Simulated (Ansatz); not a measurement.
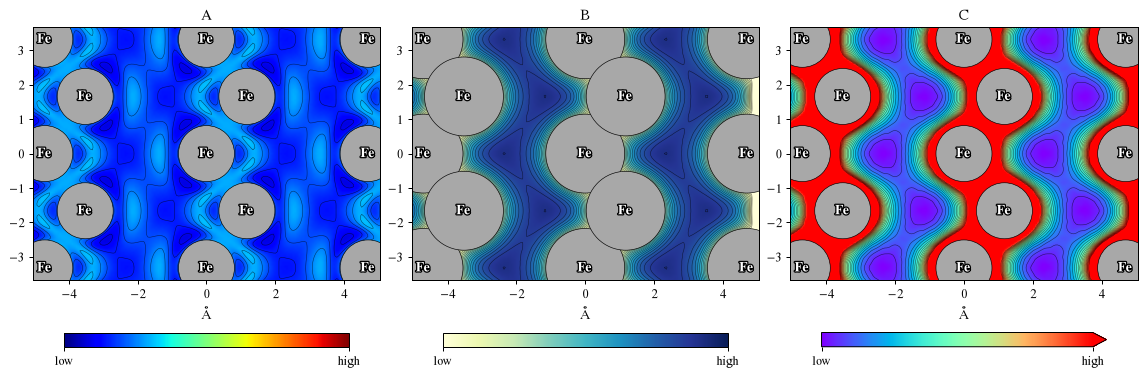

Fe: 3 fields on the (011) plane of the conventional cell, with unlabelled colour scales. Grey discs cover the atomic cores.

Space group Fd-3m; set up as Fe, diamond; a generated structure, not necessarily the stable one; changed on purpose from its base cell (volume × 0.88); computed pressure about 25 GPa in this cell; the program warned that a starting moment wasn't kept; spin-polarised, but the moments vanished.

These are results of Ansatz, DFT, revPBE, plane waves (420 eV) with PAW, scalar-relativistic, not measurements.

The panels show electron localisation function, electrostatic potential energy of an electron and valence pseudo-density in some order. Assign them.

Panel A: electron localisation function. Panel B: electrostatic potential energy of an electron (low next to the atoms, rising into the space between them). Panel C: valence pseudo-density.
